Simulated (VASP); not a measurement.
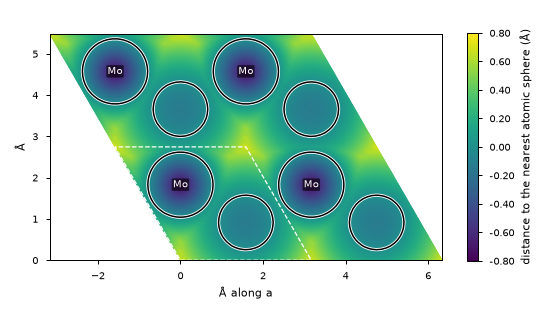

Map of the distance to the nearest atomic sphere in MoS2 (P6_3/mmc, No. 194), computed on the section z = 0.250 (parallel to a and b; the dashed line is one cell). The black line marks the spheres' surfaces; positive values are empty space; unlabelled circles belong to atoms above or below the section.

Atoms are hard spheres with Shannon crystal radii (six-coordinate where tabulated): Mo 0.79 Å, S 1.70 Å.

The cell is taken from an entry of the Crystallography Open Database, as set up for an electronic-structure calculation.

```cif
data_structure
_symmetry_space_group_name_H-M 'P 1'
_symmetry_Int_Tables_number 1
_cell_length_a 3.1690
_cell_length_b 3.1690
_cell_length_c 12.3240
_cell_angle_alpha 90.000
_cell_angle_beta 90.000
_cell_angle_gamma 120.000
_cell_volume 107.18
loop_
_atom_site_label
_atom_site_type_symbol
_atom_site_fract_x
_atom_site_fract_y
_atom_site_fract_z
_atom_site_occupancy
Mo1 Mo 0.66667 0.33333 0.75000 1
Mo2 Mo 0.33333 0.66667 0.25000 1
S1 S 0.66667 0.33333 0.37700 1
S2 S 0.33333 0.66667 0.87700 1
S3 S 0.66667 0.33333 0.12300 1
S4 S 0.33333 0.66667 0.62300 1
```

### Where is the largest hole in this section, and how large is it?

At 0.000, 0.000, 0.250 (fractional), where the distance reaches 0.71 Å; it is enclosed by 6 S (then 3 Mo) in a trigonal prismatic arrangement. It is the largest hole of the crystal.

### How much of the crystal lies outside the spheres?

About 21 % of the cell's volume, and 62 % of this section's area.

### What can pass through?

The largest sphere that fits anywhere has a diameter of 1.42 Å; the largest that can travel through the crystal, about 0.6 Å.
